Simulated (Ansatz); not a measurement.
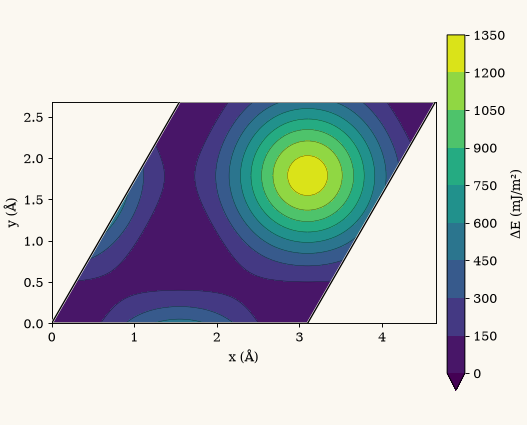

WS₂ (R3m, No. 160; 9 atoms in the cell). 
- Gamma surface: rigid slide across a plane, one fault a cell; the plane is (0 0 −1) of the conventional cell, and the faces at the cut hold S and S.
- Places are given modulo a cell vector. The map is drawn in real space over the plane of the slide.
- Nothing is relaxed (rigid halves, spacing across the cut fixed).
- The grid has 6 × 6 points; 10 points were computed and 26 follow by symmetry.
- Energies are in mJ/m², from the lowest grid point.
- Level of theory: Ansatz 0.2.0, DFT LDA+D3(BJ), scalar-relativistic, plane waves, PAW. Settings: cutoff 420 eV, k-mesh 12×12×2 in the order of the run's cell vectors, gaussian smearing 0.05 eV, no spin polarisation.

The picture shows filled contours, the outline of one cell of the plane. Between grid points the surface is interpolated.

The lowest grid point is at (0/6, 0/6) of the cell vectors. A higher local minimum lies near (2/6, 2/6) of the cell vectors (7 mJ/m² above the lowest at that grid point). These are metastable stacking faults of the rigid slide. The highest grid point, (4/6, 4/6) of the cell vectors, lies 1284 mJ/m² above the lowest. On the interpolated surface the easiest way out of the lowest well to the well at (2/6, 2/6) of the cell vectors passes a barrier of about 116 mJ/m².

The level of theory is changed to DFT PBE+D3(BJ), scalar-relativistic, plane waves, PAW (Ansatz 0.2.0); with it change k-mesh 10×10×2 (before 12×12×2), the cell, relaxed at the new level (first cell vector 3.157 Å, before 3.100 Å), the gap across the cut 2.89 Å (before 2.58 Å).

Question: How does the landscape change?

Answer: The lowest place stays at (0/6, 0/6) of the cell vectors. The span from the lowest to the highest grid point shrinks from 1284 to 511 mJ/m². The easiest pass out of the lowest well goes from about 116 to about 48 mJ/m² on the interpolated surfaces. Higher wells of the new map: (2/6, 2/6) of the cell vectors, 1.4 mJ/m² up (that grid point lay 7 mJ/m² up before). In the new map: the gap on the k-mesh is 0.9 eV at the lowest point and runs from 0.8 to 0.9 eV over the map.

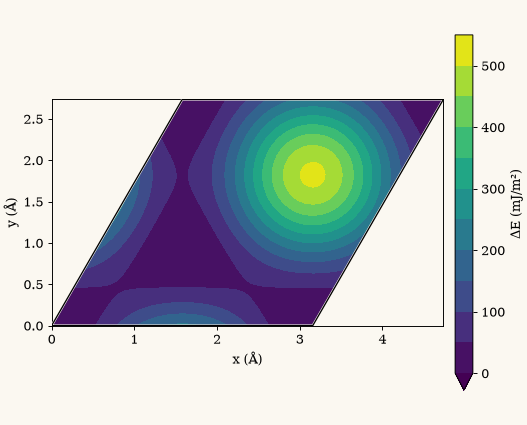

The map after the change, on a colour scale of its own. In the figure: filled contours, the outline of one cell of the plane. Between grid points the surface is interpolated.

PAW datasets: the set soft_1.
